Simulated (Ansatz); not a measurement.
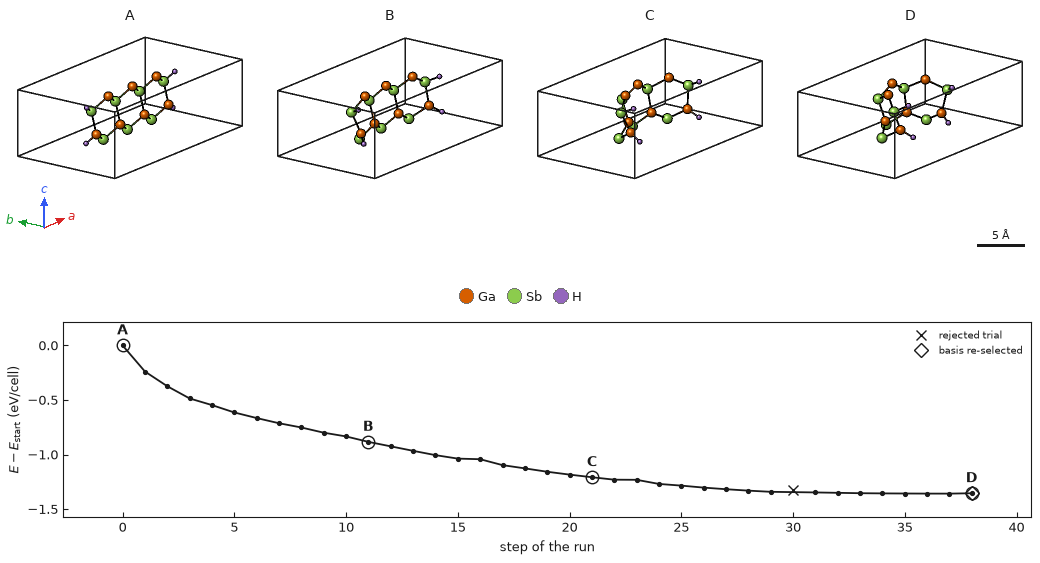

Frames of a relaxation of a wire of composition Ga$_{7}$Sb$_{7}$H$_{4}$, marked on the history of the run. Style: ball-and-stick. Shown: the cell of the calculation, with the vacuum cut short, from a free direction.

Case: armchair ribbon, 7 formula units a period, edges capped with H.

Method: DFT PBEsol, scalar-relativistic, plane waves, PAW in Ansatz 0.2.0. Settings: plane-wave cutoff 420 eV; k-point mesh 1 × 1 × 5; occupations gaussian; smearing width 0.05 eV; no spin polarisation; cell relaxed at fixed a, b, alpha, beta, gamma; force threshold 0.02 eV/Å; at most 45 steps.

### What happens along the run?

The largest moves relative to the layer's centre, 5.44 Å, are those of H atoms. By element the largest moves are H 5.44 Å, Ga 3.02 Å, Sb 2.83 Å. Along the periodic axis the drawn cell goes c 7.466 → 7.245 Å (−3.0 %). Near-neighbour distances that change, for instance: Ga–Sb 2.579 → 2.623 Å, Ga–Sb 2.579 → 2.596 Å, H–Sb 1.710 → 1.721 Å. Among the angles between lasting bonds that change: Ga–Sb–H 113.4° → 92.9°, Ga–Sb–Ga 113.4° → 93.0°, Ga–Sb–Ga 113.4° → 95.5°. After 36 accepted moves (38 points after the start) the energy has fallen by 1.354 eV per cell of the calculation. Largest force component: 0.41 eV/Å at the start, 0.018 eV/Å at the end. The line search rejected the trial step at point 30 of the run. The SCF was repeated once at an unchanged geometry on a basis and grid sized afresh for the cell, which shifted the energy by 3.5 meV per cell of the calculation at most. From step 0 to 11: H atoms move most (1.96 Å), energy −0.884 eV per cell of the calculation. From step 11 to 21: H atoms move most (1.92 Å), energy −0.324 eV per cell of the calculation. From step 21 to 38: H atoms move most (2.16 Å), energy −0.147 eV per cell of the calculation.

```csv
step,"E − E(0), meV/atom","largest force component, eV/Å",note
0,0.00,0.4094,
1,-13.27,0.3694,
2,-20.76,0.2775,
3,-26.98,0.1531,
4,-30.36,0.2757,
5,-34.12,0.1368,
6,-36.96,0.1142,
7,-39.60,0.0742,
8,-41.76,0.1474,
9,-44.41,0.1340,
10,-46.31,0.2464,
11,-49.09,0.1224,
13,-53.64,0.0801,
14,-55.84,0.0734,
16,-57.91,0.1782,
17,-60.92,0.1592,
19,-64.30,0.0556,
20,-65.75,0.0617,
22,-68.33,0.0769,
23,-68.39,0.2636,
25,-71.35,0.1234,
26,-72.36,0.0995,
28,-73.90,0.0664,
29,-74.50,0.0657,
31,-74.82,0.0098,
32,-75.02,0.0194,
34,-75.31,0.0833,
35,-75.37,0.0526,
37,-75.43,0.0181,
38,-75.23,0.0181,"same geometry, new basis"
```
